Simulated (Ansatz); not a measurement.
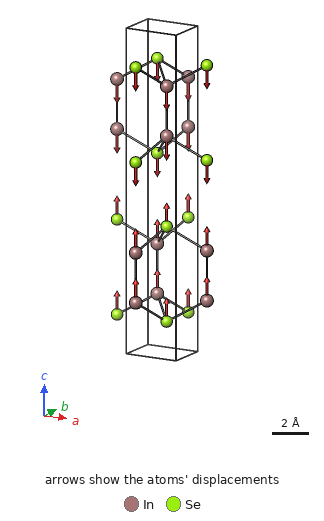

Lattice vibrations of solid InSe, space group P6₃/mmc (No. 194), at the zone centre. The optical levels lie at 5 (×2), 11, 36 (×2), 37 (×2), 100, 100, 160 (×4), 164 (×4), 183, 188, 215 (×2) cm⁻¹. One mode is drawn. The red arrows give the relative displacements of the atoms. The picture is a ball-and-stick view of the cell of the calculation, seen slightly off an axis.

Method: DFT PBE, scalar-relativistic, plane waves, PAW in Ansatz. Set-up: plane-wave cutoff 420 eV; k-point mesh 12 × 12 × 2; occupations gaussian; smearing width 0.05 eV; no spin polarisation.

Frequencies are those without the non-analytic (LO–TO) term.

Question: To which level does it belong?

Answer: The level at 11 cm⁻¹. This is the B₁g mode, optical level 2 of 11, counted from below, silent by symmetry (neither infrared- nor Raman-active). All motion is along c; whole layers move rigidly against one another; the kinetic energy is shared as In 59 %, Se 41 %. The frequency is so near zero that its sign isn't certain.

Limits of the set-up: layers or molecules are held without a dispersion correction, so their spacing is unreliable.
